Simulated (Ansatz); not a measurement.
## Single-point calculation, with input and output: SiC₂₄ (part 2 of 2)

SiC₂₄ (slab, 25 atoms in the cell); DFT PBE+D3(BJ), scalar-relativistic, plane waves, PAW, PAW set soft_1, spin-polarised (Ansatz 0.2.0); cutoff 420 eV, 6×6×1 k-mesh, Gaussian smearing of 0.05 eV, collinear spins. The structure derives from an entry of the Crystallography Open Database.

```
WARN: The output density's exchange-correlation potential varies sharply where the density is thin. Do not read a vacuum level from v_tot or v_xc, or from such a field of the output density. On a cell that repeats whose density bears no net charge and no dipole along the vacuum's axis use v_es (v_loc + v_h of the components); under efield.dipole_correction with no amplitude use v_es + v_field, which holds any external_charges[].barrier, or the levels of the report's work_function block, which leave it out; under a non-zero efield.amplitude the vacuum is tilted and has no level; on a cell that repeats and bears such a dipole with no correction it is tilted too, and efield.dipole_correction with no amplitude gives each side of its ramp a level where efield: is served; in a cell that repeats whose density bears a net charge (total_charge, or a fill off its count) it is curved and has none; of a slab under crystal.periodic whose density bears no net charge use v_es, which has a level on each side, short of where the two are joined; of another it falls or rises all the way out and has none; of a slab beside external_charges read slab_vacuum_level instead, which it has where they leave it neutral. The grid or the basis barely resolves most such structure, and the values can differ between equally converged runs; as a rule a tighter scf.convergence.dr2_threshold does not remove it. Where the density itself ripples (under the LDA too) a higher basis.ecutwfc lessens it. The files hold the spikes' plane waves up to the density's cutoff. Files: v_tot_of_output_density and the like, and their columns of v_z.tsv (output.write_potential); v_xc_of_output_density and the like, and their columns of v_comp_z.tsv (output.write_potential_components). Measured: with its Gaussian average of σ = 0.25 Å subtracted twice, the exchange-correlation potential is over 0.1 eV at 1092 of the grid points where the equally averaged density (valence and model cores) is under 1e-3 e/Å³, and 0.336 eV at the most among them, at an averaged density of 2.7e-8 e/Å³. The input density's (outcome.potential() and, of a run that writes arrays, v_tot and v_xc) is over 0.1 eV, so measured, at 129 points of its own thin density, 0.237 eV at the most. See output.write_potential in the manual, Limitations
SCF converged after 27 iterations
Magnetization: 1.8889 μB (50.9444 up, 49.0556 down)
Absolute magnetization: 6.5010 μB (∫|ρ↑−ρ↓|, with the PAW one-centre terms)
Spin contamination: 1.7831 ħ² per cell (⟨S²⟩ above its minimum at these occupations)
Per-site moments (μB) at R_I (Å): [(0.25176300878235003, 0.6353514649151725), (0.251882461483518, 0.6353514649151725), (0.2518824614835183, 0.6353514649151722), (0.25188246148351856, 0.6353514649151725), (-0.041018423538166426, 0.6353514649151725), (-0.04101842353816643, 0.6353514649151722), (-0.040395121159155264, 0.6353514649151725), (-0.04101842353816654, 0.6353514649151725), (0.0400105013796548, 0.6157311045963958), (0.04001050137965479, 0.6157311045963958), (0.04067791661031808, 0.6157311045963958), (0.04001050137965481, 0.6157311045963958), (-0.23022490881412946, 0.6157311045963958), (-0.23022490881412955, 0.6157311045963958), (-0.23022490881412955, 0.6157311045963958), (-0.2299373290590754, 0.6157311045963958), (-0.002361191189704351, 0.5990187367751302), (-0.002361191189704345, 0.5990187367751303), (-0.0023611911897043238, 0.5990187367751301), (0.005885163436240554, 0.59901873677513), (0.0003398854902522163, 0.5990187367751301), (0.022926775868209202, 0.5990187367751303), (0.02292677586820921, 0.5990187367751301), (0.0229267758682092, 0.59901873677513), (0.5443669906537195, 1.03125000004278)]
Free energy (F): -6642.201026 eV
Harris-Foulkes:  -6642.201026 eV  (|F-HF|=1.15e-8)
Internal energy: -6642.196992 eV  (E = F + TS)
E sigma→0 (E₀):  -6642.199009 eV
Entropy (-TS):   -0.004034 eV (-0.161 meV/atom)
Fermi energy:    0.962797 eV
Dipole field:    D = 0.069876 V/Å  (p = 0.193783 e·Å, saw-weighted, corrected)
Work function:   Φ+ = 3.7654 eV   Φ− = 5.3655 eV
Levels:          The Fermi level and band energies are counted from a zero that moves with the ramp; work functions are not
--- Per-component energies (eV) ---
  E_band       = -806.403629
  E_kinetic    = 2142.274791
  E_local      = -67584.447891  (includes V_loc(G=0)·N_el)
  E_nonlocal   = 582.557457
  E_hartree    = 32829.663734
  E_xc         = -1179.580291
  E_vxc        = -1431.132211  (∫ρ·V_xc dr)
  E_paw        = -2907.596545  (= ΣΔE_a)
  E_vpaw       = -182.872301  (= ΣTr[D̂ρ^β])
  E_aug_tail   = 0.000514  (compensation charges beyond the density's cutoff)
  E_efield     = 0.006770  (sawtooth field / dipole correction)
  E_vefield    = 7.881724  (∫n·V_field dr)
  E_ewald      = 29478.558818
  E_disp       = -3.634349  (pairwise vdW)
  E_smearing   = -0.004034  (= −TS)
  E_closure    = 0.000000  (closes the sum)
  Σ components = -6642.201026   (vs F -6642.201026, Δ=0.00e0)
--- Forces (eV/Å), atoms counted from 1 ---
  atom   1  C      0.00000000     0.00000000     3.41451174
  atom   2  C     -0.00225848    -0.00130393     3.41245368
  atom   3  C      0.00000000     0.00260787     3.41245368
  atom   4  C      0.00225848    -0.00130393     3.41245368
  atom   5  C      0.00000000     0.00739047    -7.36746322
  atom   6  C      0.00640034    -0.00369524    -7.36746322
  atom   7  C     -0.00000000    -0.00000000    -7.35562274
  atom   8  C     -0.00640034    -0.00369524    -7.36746322
  atom   9  C     -0.00000000    -0.00632919     3.56812556
  atom  10  C     -0.00548124     0.00316459     3.56812556
  atom  11  C      0.00000000     0.00000000     3.53755246
  atom  12  C      0.00548124     0.00316459     3.56812556
  atom  13  C      0.01237937    -0.00714723     0.39068338
  atom  14  C      0.00000000     0.01429447     0.39068338
  atom  15  C     -0.01237937    -0.00714723     0.39068338
  atom  16  C      0.00000000    -0.00000000     0.37918774
  atom  17  C      0.48117194    -0.27780475     0.16686012
  atom  18  C      0.00000000     0.55560949     0.16686012
  atom  19  C     -0.48117194    -0.27780475     0.16686012
  atom  20  C     -0.00000000     0.00000000    -0.14079068
  atom  21  C      0.00000000    -0.00000000     0.49543259
  atom  22  C     -0.12816591    -0.07399662    -0.11164643
  atom  23  C      0.00000000     0.14799325    -0.11164643
  atom  24  C      0.12816591    -0.07399662    -0.11164643
  atom  25  Si    -0.00000000     0.00000000    -0.50718023
  max |Σ_I F_I| component: 1.30e-4 eV/Å
--- Band table (eV; the first three rows and the last of 14) ---
  k-point 0 ↑: bands = ["-20.4801", "-18.8202", "-16.6624", "-15.3359", "-15.3359", "-15.3339", "-13.9410", "-13.8017", "-13.8017", "-13.7075", "-13.6942", "-13.6942", "-12.6197", "-12.6197", "-12.5911", "-11.3309", "-11.3309", "-11.3308", "-10.5731", "-10.5727", "-10.5727", "-9.4969", "-7.8133", "-6.0007", "-6.0007", "-5.9507", "-5.7924", "-5.7924", "-5.7922", "-5.6810", "-5.6810", "-5.6787", "-5.4881", "-3.3263", "-3.3258", "-3.3258", "-2.7730", "-2.7730", "-2.4627", "-2.4380", "-2.4380", "-2.2039", "-2.2039", "-2.1176", "-0.9881", "-0.9603", "-0.9603", "-0.3404", "-0.3404", "0.6128", "0.6128", "1.0198", "1.6279", "1.6279", "1.7938", "2.3151", "2.5367", "2.5367", "3.0363", "4.5920", "5.5218", "6.0264", "6.2872", "6.2872", "6.2905", "6.5488", "7.0154", "7.0154", "7.0558", "7.5916", "7.5916", "7.7218", "7.7218", "7.7393", "7.8123", "7.8123"]
  k-point 1 ↑: bands = ["-20.3114", "-18.6621", "-16.5042", "-16.4361", "-15.6184", "-15.6175", "-14.9924", "-14.1889", "-14.1293", "-13.2172", "-13.2169", "-13.0753", "-12.0363", "-12.0187", "-11.8911", "-11.6950", "-11.6944", "-11.2181", "-9.9209", "-9.9208", "-9.3454", "-9.0628", "-7.6720", "-6.4827", "-6.4688", "-6.4511", "-6.4315", "-6.1081", "-5.8283", "-5.6354", "-5.6038", "-5.6029", "-5.4486", "-3.8663", "-3.8660", "-3.4161", "-3.2409", "-3.1764", "-3.0910", "-3.0375", "-2.7906", "-2.3838", "-2.3060", "-2.0334", "-0.9657", "-0.8057", "-0.7965", "-0.6714", "-0.6127", "0.6504", "0.7678", "1.2033", "1.5171", "1.6153", "1.8189", "2.4563", "2.5837", "2.9451", "3.1110", "4.8200", "5.8683", "6.2368", "6.4435", "6.7445", "7.0378", "7.0407", "7.1372", "7.3355", "7.5792", "7.7026", "7.7406", "7.9967", "8.0020", "8.1012", "8.1091", "8.2179"]
  k-point 2 ↑: bands = ["-19.8074", "-18.1902", "-17.8326", "-16.3225", "-16.0317", "-15.9796", "-15.9789", "-14.5692", "-14.5150", "-14.1911", "-12.6313", "-12.6306", "-11.5812", "-11.5803", "-10.9455", "-10.9214", "-10.0169", "-9.2024", "-9.0919", "-9.0918", "-8.9149", "-7.5882", "-7.5424", "-7.4331", "-7.4308", "-7.3067", "-7.2152", "-6.7616", "-5.6835", "-5.6823", "-5.3976", "-5.3788", "-5.1769", "-5.1141", "-5.0866", "-5.0861", "-5.0091", "-4.1152", "-3.8386", "-3.5927", "-2.8168", "-2.7420", "-2.5188", "-2.4927", "-1.4445", "-1.2894", "-0.4620", "-0.3953", "-0.3950", "0.3454", "0.9524", "1.2831", "1.4922", "1.5129", "1.9002", "2.6647", "2.7887", "2.9280", "4.7796", "5.3514", "6.1896", "6.5696", "6.8058", "6.8670", "7.3547", "7.4375", "7.7522", "8.0975", "8.1870", "8.2854", "8.3404", "8.3421", "8.5134", "8.7126", "8.7662", "8.9675"]
  k-point 6 ↓: bands = ["-18.5629", "-18.5625", "-18.5600", "-17.0774", "-16.8345", "-16.7969", "-14.7451", "-14.7441", "-14.7430", "-14.1074", "-12.6096", "-12.1455", "-12.1316", "-11.5062", "-10.0343", "-9.8454", "-8.6245", "-8.5258", "-8.5214", "-8.5211", "-7.6562", "-7.4417", "-7.4217", "-7.3552", "-7.2167", "-7.1999", "-7.1977", "-6.4238", "-6.4160", "-6.4138", "-6.2177", "-6.0562", "-5.9308", "-5.8645", "-4.8384", "-4.7743", "-4.6966", "-4.6654", "-4.6626", "-4.6558", "-3.6062", "-3.4993", "-3.4989", "-3.4882", "-0.8446", "-0.3168", "-0.2817", "-0.2773", "0.1274", "0.3965", "1.5553", "1.8859", "1.9530", "1.9834", "2.0628", "2.1178", "2.8137", "6.0587", "6.1887", "6.3970", "6.9578", "6.9674", "7.3486", "8.0859", "8.2206", "8.3017", "8.4387", "8.4581", "8.5922", "8.6025", "8.7063", "8.7656", "8.7811", "8.7845", "9.2913", "9.5085"]
--- Löwdin populations: 25 sites ---
  site symbol       q [e]    m [muB]
     0      C      3.9649     0.6083
     1      C      3.9645     0.6091
     2      C      3.9645     0.6091
     3      C      3.9645     0.6091
     4      C      3.9926    -0.1068
     5      C      3.9926    -0.1068
     6      C      3.9928    -0.1061
     7      C      3.9926    -0.1068
     8      C      3.9779     0.0999
     9      C      3.9779     0.0999
    10      C      3.9770     0.1004
    11      C      3.9779     0.0999
    12      C      3.9726    -0.5682
    13      C      3.9726    -0.5682
    14      C      3.9726    -0.5682
    15      C      3.9694    -0.5663
    16      C      3.9589     0.0009
    17      C      3.9589     0.0009
    18      C      3.9589     0.0009
    19      C      3.9518     0.0123
    20      C      3.9926     0.0030
    21      C      3.9749     0.0596
    22      C      3.9749     0.0596
    23      C      3.9749     0.0596
    24     Si      3.8991     1.5508
  spilling = 0.007286 (of n_electrons = 100.000000)
```

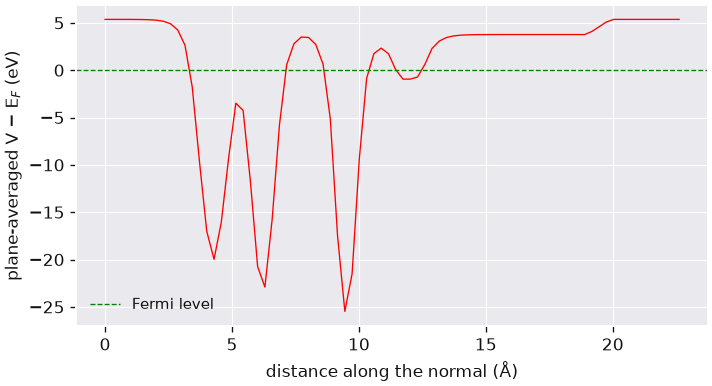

Plane average of the electrostatic potential energy of an electron across the cell, from the Fermi level. The vacuum level lies 3.77 eV above the Fermi level on the upper side and 5.37 eV on the lower.

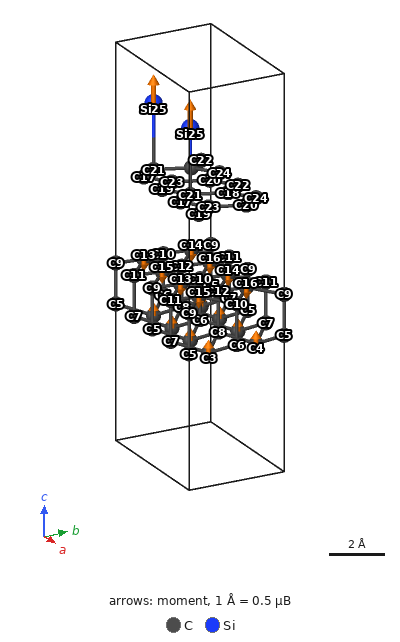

Magnetic moments of the sites as orange arrows (ball-and-stick view of the 2 × 1 repeat of the cell, with the vacuum cut short, seen slightly off an axis; atoms are numbered from 1 in the order of the input); small moments hardly show. The run is collinear, so the axis drawn is arbitrary. Site moments: Si25 (0.54 μB); C1, C2, C3, C4 (0.25 μB); C13, C14, C15, C16 (−0.23 μB). They are counted near the atoms and needn't add up to the moment of the cell.

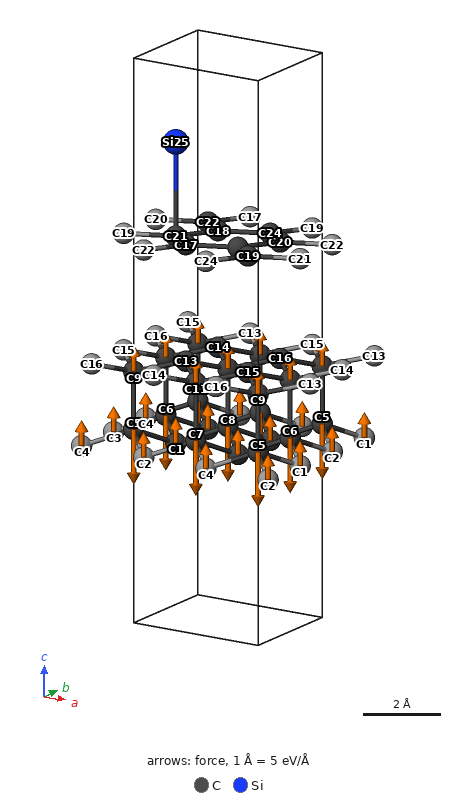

Forces on the atoms as orange arrows (ball-and-stick view of the cell of the calculation, with the vacuum cut short, seen slightly off an axis; neighbours outside the cell are drawn fainter; atoms are numbered from 1 in the order of the input); the smallest are left out. The largest act on C5, C6, C8 (7.37 eV/Å); C7 (7.36 eV/Å); C9, C10, C12 (3.57 eV/Å); C11 (3.54 eV/Å), among others. The geometry is not a stationary point of this energy.

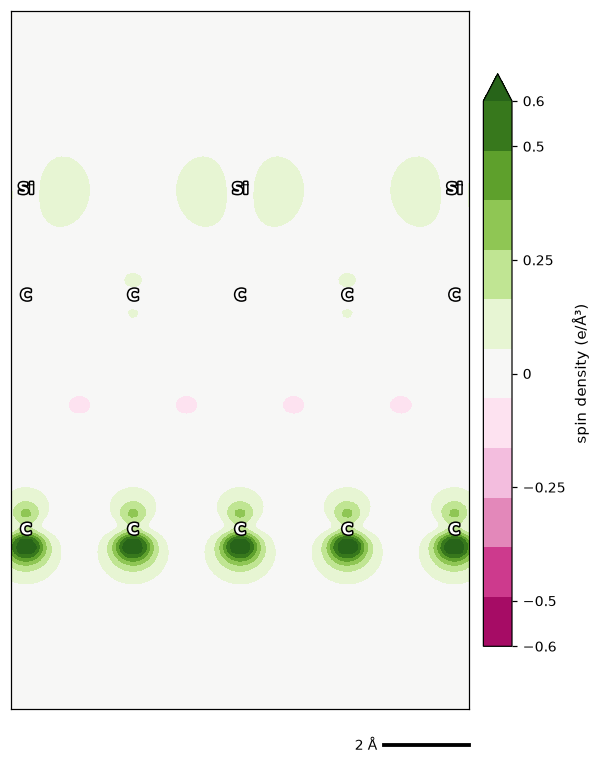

Magnetisation density (up minus down) on the (010) plane of the calculation cell, a cut from vacuum to vacuum. Atoms in the plane: C and Si. The spin density sits on Si: +0.5 μB in one cell of 25 atoms: a single local moment. The cell of the calculation (25 atoms) carries 1.9 μB net. The fields are those of the smooth PAW valence density.

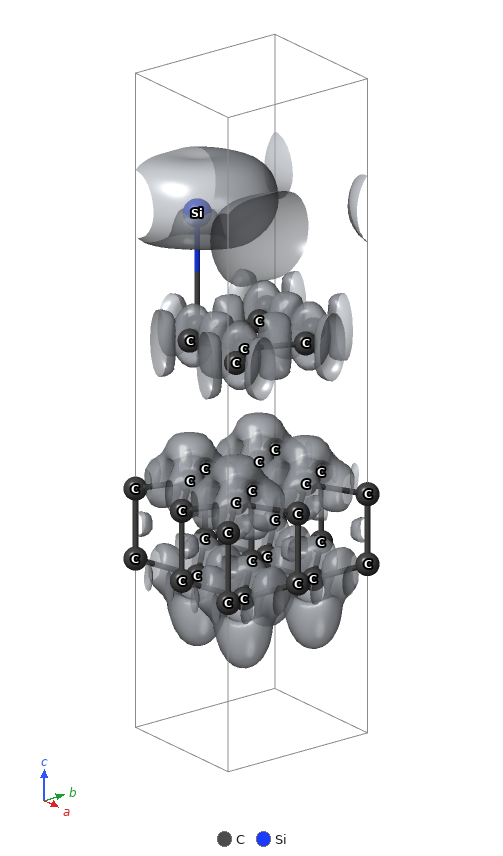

Isosurface of the ELF at 0.75 (grey), seen slightly off an axis. Only the valence region is drawn (cores and ρ < 0.01 e/Å³ removed). Sticks mark near contacts. Along the contacts the grid gives the following.

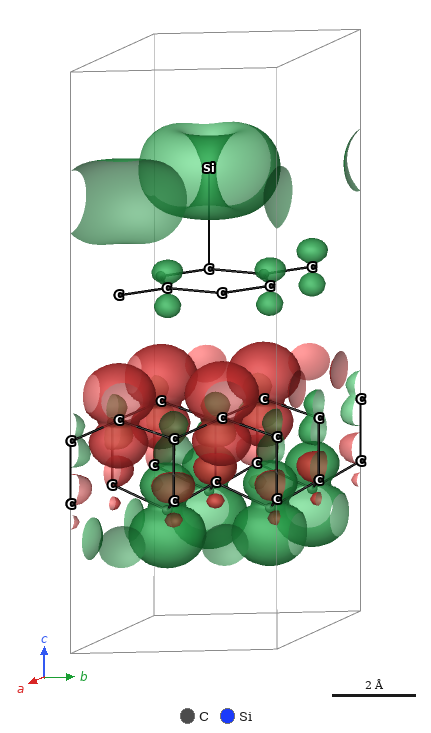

Isosurfaces of the spin density (up minus down) at +0.03 (green) and −0.03 e/Å³ (red), seen slightly off an axis. Sticks mark near contacts. The spin density sits on Si: +0.5 μB in one cell of 25 atoms: a single local moment. The cell of the calculation (25 atoms) carries 1.9 μB net.

### Results in brief

```csv
quantity,value
outcome,converged
electrons treated,100
free energy,−6642.2010 eV
"work function, top face",3.77 eV
"work function, bottom face",5.37 eV
Fermi energy,0.963 eV
gap on the k-point mesh,none (metallic)
net moment of the cell,1.89 μB
integrated absolute moment,6.50 μB
work function (upper face),3.77 eV
largest force (length of the vector),7.367 eV/Å
hardware,"2 threads of Arm Neoverse V2, 24 GiB of memory available, shared host"
wall time,62 s (CPU time 2 min)
peak memory,0.99 GiB
```

Warnings of the run: the exchange-correlation potential is rough where the density is thin.
